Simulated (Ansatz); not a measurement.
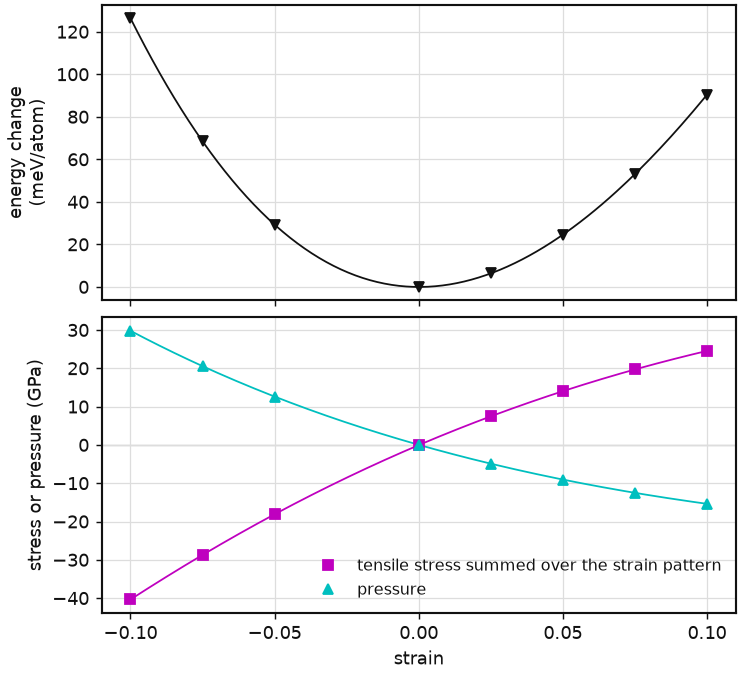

Plotted: energy change, tensile stress summed over the strain pattern and pressure against strain for SiNi₃, space group Pm-3m (No. 221).

Starting cell:
```xyz
4
Lattice="3.5063 0.0000 0.0000 0.0000 3.5063 0.0000 0.0000 0.0000 3.5063" Properties=species:S:1:pos:R:3 pbc="T T T"
Si    0.0000    0.0000    0.0000
Ni    0.0000    1.7531    1.7531
Ni    1.7531    0.0000    1.7531
Ni    1.7531    1.7531    0.0000
```

Computed with Ansatz 0.2.0: homogeneous strain of a crystal along one Voigt pattern with engineering shear, fractional coordinates fixed, by plane-wave density functional theory with PAW datasets, free energies less that of the undisturbed cell, pressure positive in compression; scalar-relativistic. Level: PBE, no spin polarisation.

| setting | value |
| --- | --- |
| wave cutoff | 420 eV |
| k mesh | 14×14×14 |
| occupations | Gaussian |
| smearing width | 0.15 eV |
| k shift | (0, 0, 0) (mesh steps) |
| start | relaxed |
| strain pattern | (0, 1, 0, 0, 0, 0) (xx yy zz yz xz xy with engineering shear) |

Question: Is the starting structure at a minimum along this coordinate?

Answer: Yes: the energy rises on both sides of the starting structure, which is therefore a minimum along this path.

Question: What does the tensile stress summed over the strain pattern do across the range?

Answer: It rises from −40.3 GPa at strain −0.100 to 24.6 GPa at 0.100, and changes sign near 0.000.

Caveats: no spin polarisation, a magnetic state may lie lower.

The computed values:

```csv
strain,energy change (meV/atom),tensile stress summed over the strain pattern (GPa),pressure (GPa)
-0.100,126,-40.3,29.8
-0.075,68,-28.7,20.6
-0.050,29,-18.1,12.6
0.000,0,0.0,0.0
0.025,6,7.5,-4.9
0.050,25,14.0,-9.0
0.075,53,19.7,-12.5
0.100,90,24.6,-15.4
```
